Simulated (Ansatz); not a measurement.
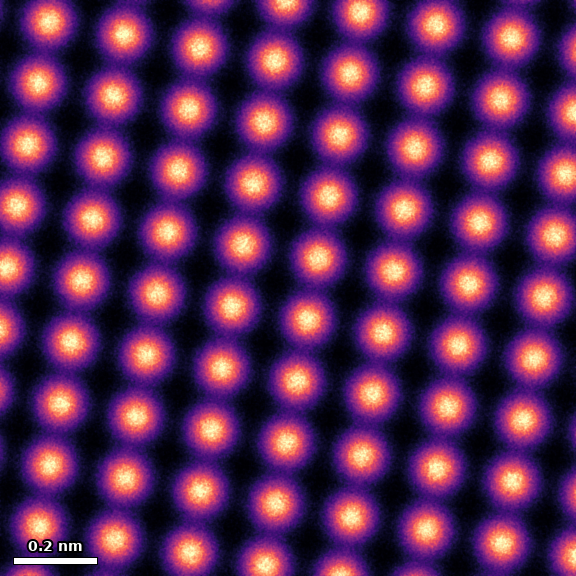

Z-contrast image of Ti (Pm-3m, No. 221). Simulation: incoherent imaging, intensity Z^1.6 per atom, probe width 0.86 Å, thin sample. Shot noise was added. Structure: the end point of a relaxation with DFT r2SCAN, scalar-relativistic, plane waves, PAW (Ansatz 0.2.0); the starting structure was generated, so it need not be a known form of this composition.

```cif
data_structure
_symmetry_space_group_name_H-M 'P 1'
_symmetry_Int_Tables_number 1
_cell_length_a 2.6269
_cell_length_b 2.6269
_cell_length_c 2.6269
_cell_angle_alpha 90.000
_cell_angle_beta 90.000
_cell_angle_gamma 90.000
_cell_volume 18.13
loop_
_atom_site_label
_atom_site_type_symbol
_atom_site_fract_x
_atom_site_fract_y
_atom_site_fract_z
_atom_site_occupancy
Ti1 Ti 0.00000 0.00000 0.00000 1
```

Q: Along which zone axis is the crystal seen: [001], [221], [211] or [111]? (Directions equivalent by symmetry count as one.)

A: [211]. The projected cells are 2.63 × 2.63 Å, 90° for [001]; 1.24 × 1.96 Å, 108° for [221]; 1.52 × 1.86 Å, 90° for [211]; 2.14 × 2.14 Å, 120° for [111], and the image repeats as the [211] one does.
